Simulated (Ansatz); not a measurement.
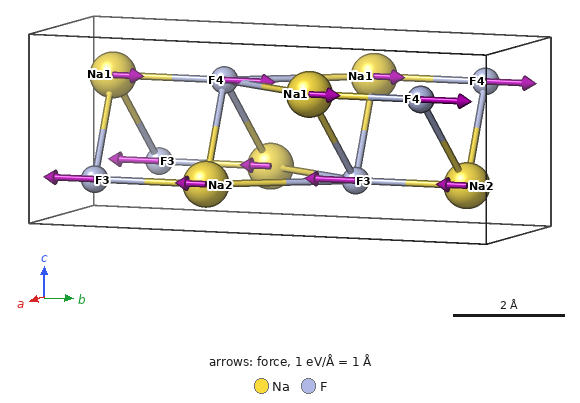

Starting geometry of a crystal of NaF (built on the TlCl-63 type type) with the computed forces as purple arrows. The picture is a ball-and-stick view of the conventional cell (2 times the calculation's cell), seen slightly off an axis. Lengths and directions refer to the drawn axes.

These are results of DFT, PBEsol, plane waves, PAW (Ansatz), not measurements.

Input file:
```yaml
crystal:
  lattice:
    - [1.55774419, -4.45729919, 0.0]
    - [1.55774419, 4.45729919, 0.0]
    - [0.0, 0.0, 3.44057098]
  atoms:
    - { symbol: Na, position: [0.38685498, 0.61314502, 0.75] }
    - { symbol: Na, position: [0.61314502, 0.38685498, 0.25] }
    - { symbol: F, position: [0.85650439, 0.14349561, 0.25] }
    - { symbol: F, position: [0.14349561, 0.85650439, 0.75] }
kpoints:
  mp_grid: { grid: [8, 8, 6] }
hamiltonian:
  xc: pbesol
scf:
  occupations: { method: fermi_dirac, width: 0.03 }
relax:
  f_tol: 0.01
  cell: {}
  max_steps: 120
output:
  write_density: true
  write_potential: true
  elf: true
  volumetric_format: npy
```

Command:
```bash
ansatz run input.yaml --threads 2 --pin off --max-ram 2211MiB --backend cpu --events-out ev --progress --plain --runs-dir out
```

Q: What follows when this structure is relaxed?

A: It isn't relaxed: the largest force vector, on F atoms, is 1.01 eV/Å. The final displacements follow the starting forces only in part (cosine between the two patterns 0.83). The largest moves relative to the cell, 0.22 Å, are those of Na1 and Na2. Na1 goes along +b. By element the largest moves are Na 0.22 Å, F 0.10 Å. The drawn cell changes as follows: a 3.115 → 3.090 Å (−0.8 %), b 8.915 → 10.041 Å (+12.6 %), c 3.441 → 3.325 Å (−3.4 %); the volume changes by +7.9 %. Near-neighbour distances that change, for instance: Na1–Na2 2.651 → 3.185 Å, Na1–F4 2.768 → 3.109 Å, Na1–F4 (another image) 2.169 → 2.322 Å, Na1–Na2 (another image) 3.367 → 3.234 Å. Among the angles between lasting bonds that change: Na2–F4–Na2 166.7° → 179.1°, F4–Na2–F4 166.7° → 179.1°, Na1–F4–Na2 96.6° → 89.5°. The space group stays Cmcm (No. 63). Over 14 accepted moves (19 points after the start) the energy falls by 0.297 eV per cell of the calculation. Largest force component: 1 eV/Å at the start, 0.00043 eV/Å at the end. The pressure goes from 0.61 to 0.01 GPa. The SCF was repeated 5 times at an unchanged geometry on a basis and grid sized afresh for the cell, which shifted the energy by 11.1 meV per cell of the calculation at most. The run took 16 s on 2 threads of AMD EPYC 9R45 96-Core Processor (Zen 5), with other jobs on the host, peak memory 0.43 GiB.
